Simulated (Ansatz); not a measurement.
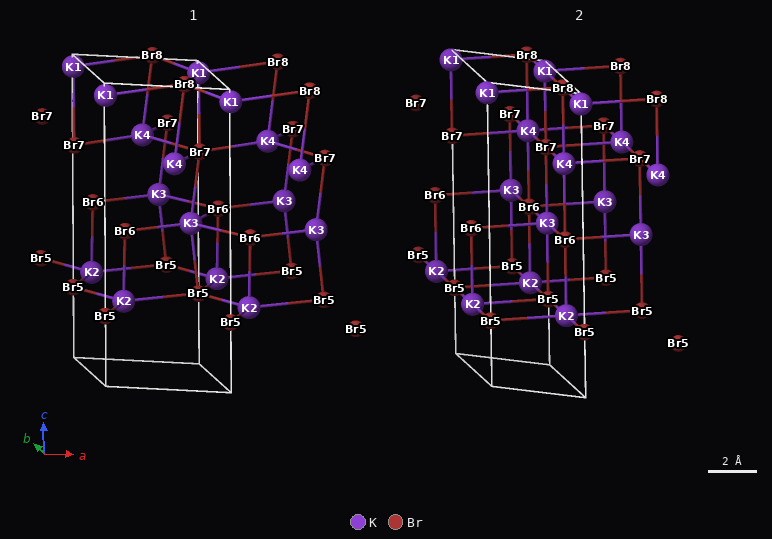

Two geometries of a crystal of KBr (built on the 4H polytype type), drawn at one scale. One is the start of a relaxation, the other its converged end. Style: ball-and-stick. Shown: the cell of the calculation, repeated 2 × 2 × 1 with one cell outlined, slightly off an axis.

Method: Ansatz, DFT, PBEsol, plane waves, PAW. (plane-wave cutoff 420 eV; k-point mesh 6 × 6 × 2; occupations fermi dirac; smearing width 0.05 eV; no spin polarisation; cell and atoms relaxed; force threshold 0.01 eV/Å; at most 120 steps)

Question: Which one is relaxed?

Answer: Structure 2 is the relaxed one. Case: shaken. The energy falls by 1.148 eV per cell of the calculation in 18 accepted moves (22 points after the start). The largest force component goes from 0.56 to 0.00018 eV/Å. The pressure goes from 0.77 to 0.00 GPa. The line search rejected the trial steps at points 15, 17 of the run. At 2 points the geometry stayed and the basis and grid were re-selected for the new cell (energy shift of 10.8 meV per cell of the calculation at most each time). The largest move relative to the cell is that of K4, 1.16 Å along [2 1 0]. Largest moves by element: K 1.16 Å, Br 1.09 Å. The volume changes by −16.6 %, with a 5.509 → 4.632 Å (−15.9 %), b 5.485 → 6.549 Å (+19.4 %), c 13.034 → 13.102 Å (+0.5 %), α 88.8° → 90.0°, β 89.6° → 90.0°, γ 121.2° → 135.0°. Near-neighbour distances that change, for instance: K3–Br6 6.547 → 3.275 Å, K4–Br7 6.425 → 3.275 Å, K2–Br5 6.210 → 3.275 Å, K1–Br8 6.062 → 3.275 Å. New bonds form: K1–Br8 (6.06 → 3.28 Å), K2–Br5 (6.21 → 3.28 Å), K3–Br6 (6.55 → 3.28 Å), K4–Br6 (4.59 → 3.28 Å). Bond angles that change, for instance: Br6–K3–Br6 112.4° → 180.0°, K3–Br6–K3 112.4° → 180.0°, K4–Br7–K4 115.8° → 180.0°. The space group (tolerance 0.01 Å) goes from P1 (No. 1) to Fm-3m (No. 225).
